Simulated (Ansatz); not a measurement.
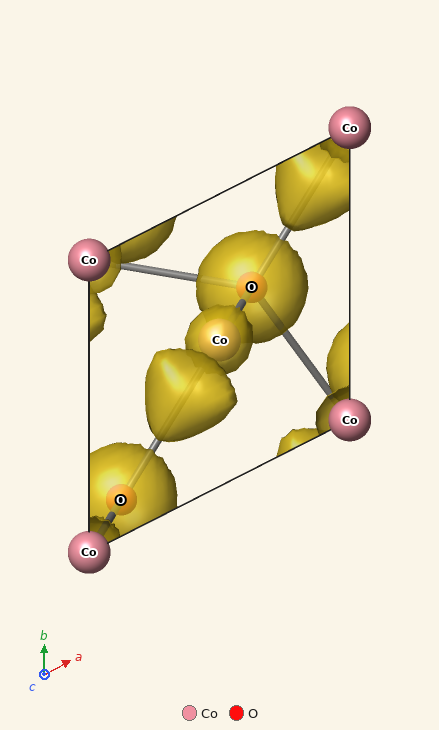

*CoO. Density of the Kohn–Sham states from +1.0 to +1.6 eV about the valence-band maximum (the bottom of the conduction band), scaled to one electron a cell: yellow surface at 0.04 1/Å³, in the calculation cell seen along the c axis.*

Space group R3m; the calculation finds a residual pressure of about 10 GPa at this fixed cell; spin-polarised. Net moment 0.0 μB in the 4-atom cell of the calculation; other magnetic orders weren't tried. Effective Hubbard U: 3.3 eV on Co d. The cell comes from a database of computed structures, not from a measurement.

All numbers below come from DFT PBE+U, scalar-relativistic, plane waves, PAW in Ansatz 0.2.0.

In a PAW calculation such maps are meaningful between the atoms, not at the nuclei.

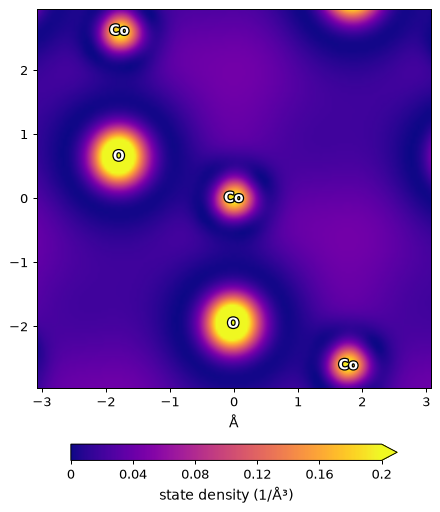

The same field as a map on the (11̄0) plane of the calculation cell.

Describe these states.

Löwdin projections on the PAW files' atomic orbitals give Co 4s (65 %) and O 2s (30 %). In space (atomic cells sized by Bader volumes) the density divides as O about 50 % and Co about 50 %. It nearly vanishes midway along the shortest Co–O contact. Up and down spins contribute about equally.

The run took 3.7 min on 2 threads of Arm Neoverse N1 (shared host), peak memory 2.3 GiB.
